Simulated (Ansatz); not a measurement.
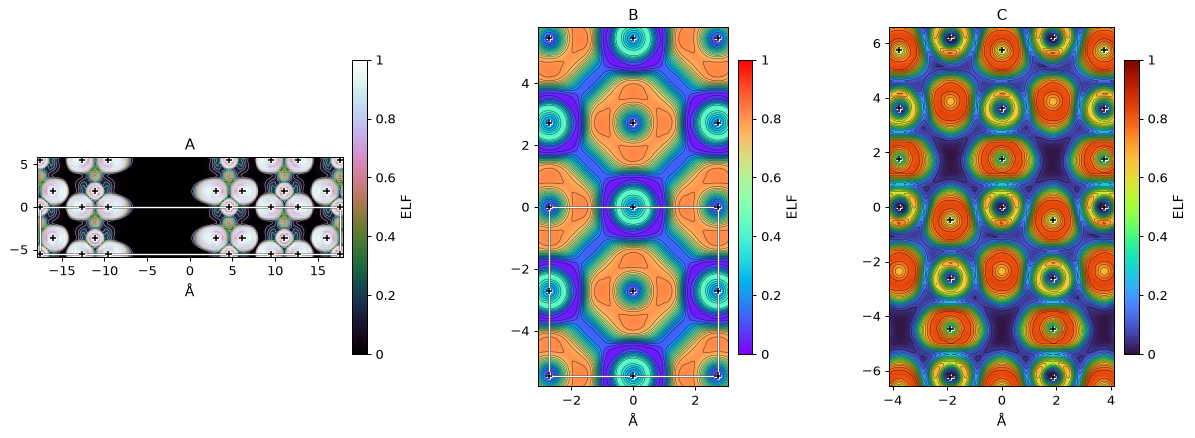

The ELF of 3 systems, each on a plane through atoms (crosses mark nuclei in the plane).

Theory: Kohn-Sham DFT of a periodic cell, PBE, Ansatz PAW (Ansatz).

System 1: WS$_{2}$, the (110) plane of the conventional cell. Space group P-3m1; a structure from a database of computed crystals, not necessarily the ambient phase.

```cif
data_structure
_symmetry_space_group_name_H-M 'P 1'
_symmetry_Int_Tables_number 1
_cell_length_a 3.1831
_cell_length_b 3.1831
_cell_length_c 35.1806
_cell_angle_alpha 90.000
_cell_angle_beta 90.000
_cell_angle_gamma 120.000
_cell_volume 308.70
loop_
_atom_site_label
_atom_site_type_symbol
_atom_site_fract_x
_atom_site_fract_y
_atom_site_fract_z
_atom_site_occupancy
W1 W 0.33333 0.66667 0.59232 1
W2 W 0.33333 0.66667 0.22340 1
W3 W 0.66667 0.33333 0.77660 1
W4 W 0.66667 0.33333 0.40768 1
S1 S 0.33333 0.66667 0.82115 1
S2 S 0.33333 0.66667 0.45202 1
S3 S 0.66667 0.33333 0.63662 1
S4 S 0.66667 0.33333 0.26774 1
S5 S 0.33333 0.66667 0.73226 1
S6 S 0.33333 0.66667 0.36338 1
S7 S 0.66667 0.33333 0.54798 1
S8 S 0.66667 0.33333 0.17885 1
```

System 2: TiO$_{2}$, the (110) plane of the conventional cell. Space group I4/m; a structure from a database of computed crystals, not necessarily the ambient phase.

```yaml
crystal:
  lattice:
    - [8.80931, 0.00000, 0.00000]
    - [0.00000, -8.80931, 0.00000]
    - [0.00000, 0.00000, -3.76491]
  atoms:
    - { symbol: Ti, position: [0.48863, 0.21029, 0.50000] }
    - { symbol: Ti, position: [0.98863, 0.71029, 0.00000] }
    - { symbol: Ti, position: [0.28971, 0.98863, 0.00000] }
    - { symbol: Ti, position: [0.78971, 0.48863, 0.50000] }
    - { symbol: Ti, position: [0.21029, 0.51137, 0.50000] }
    - { symbol: Ti, position: [0.71029, 0.01137, 0.00000] }
    - { symbol: Ti, position: [0.51137, 0.78971, 0.50000] }
    - { symbol: Ti, position: [0.01137, 0.28971, 0.00000] }
    - { symbol: O, position: [0.34753, 0.00716, 0.50000] }
    - { symbol: O, position: [0.84753, 0.50716, 0.00000] }
    - { symbol: O, position: [0.15612, 0.83846, 0.00000] }
    - { symbol: O, position: [0.65612, 0.33846, 0.50000] }
    - { symbol: O, position: [0.49284, 0.84753, 0.00000] }
    - { symbol: O, position: [0.99284, 0.34753, 0.50000] }
    - { symbol: O, position: [0.33846, 0.34388, 0.50000] }
    - { symbol: O, position: [0.83846, 0.84388, 0.00000] }
    - { symbol: O, position: [0.66154, 0.65612, 0.50000] }
    - { symbol: O, position: [0.16154, 0.15612, 0.00000] }
    - { symbol: O, position: [0.00716, 0.65247, 0.50000] }
    - { symbol: O, position: [0.50716, 0.15247, 0.00000] }
    - { symbol: O, position: [0.34388, 0.66154, 0.50000] }
    - { symbol: O, position: [0.84388, 0.16154, 0.00000] }
    - { symbol: O, position: [0.65247, 0.99284, 0.50000] }
    - { symbol: O, position: [0.15247, 0.49284, 0.00000] }
```

System 3: MgSe, the (100) plane of the conventional cell. Space group Fm-3m; computed pressure about 2 GPa in this cell.

```
CELL_PARAMETERS angstrom
5.45100 0.00000 0.00000
0.00000 5.45100 0.00000
0.00000 0.00000 5.45100
ATOMIC_POSITIONS crystal
Se 0.50000 0.00000 0.00000
Se 0.00000 0.50000 0.00000
Se 0.00000 0.00000 0.50000
Se 0.50000 0.50000 0.50000
Mg 0.00000 0.00000 0.00000
Mg 0.50000 0.50000 0.00000
Mg 0.50000 0.00000 0.50000
Mg 0.00000 0.50000 0.50000
```

Which map belongs to which system?

Panel A is system 1, WS$_{2}$: the plane holds W and S. W–S (2.41 Å): the ELF peaks at about 0.85 in the valence shell of S, 0.8 Å from its nucleus, and is about 0.50 at the midpoint. Panel B is system 3, MgSe: the plane holds Se and Mg. Mg–Se (2.73 Å): the ELF is about 0.75 at the midpoint; a largely ionic contact. Panel C is system 2, TiO$_{2}$: the plane holds Ti and O. Ti–O (1.77 Å): the ELF peaks at about 0.80 in the valence shell of O, 0.5 Å from its nucleus, and is about 0.25 at the midpoint; no localised pair shows between them.
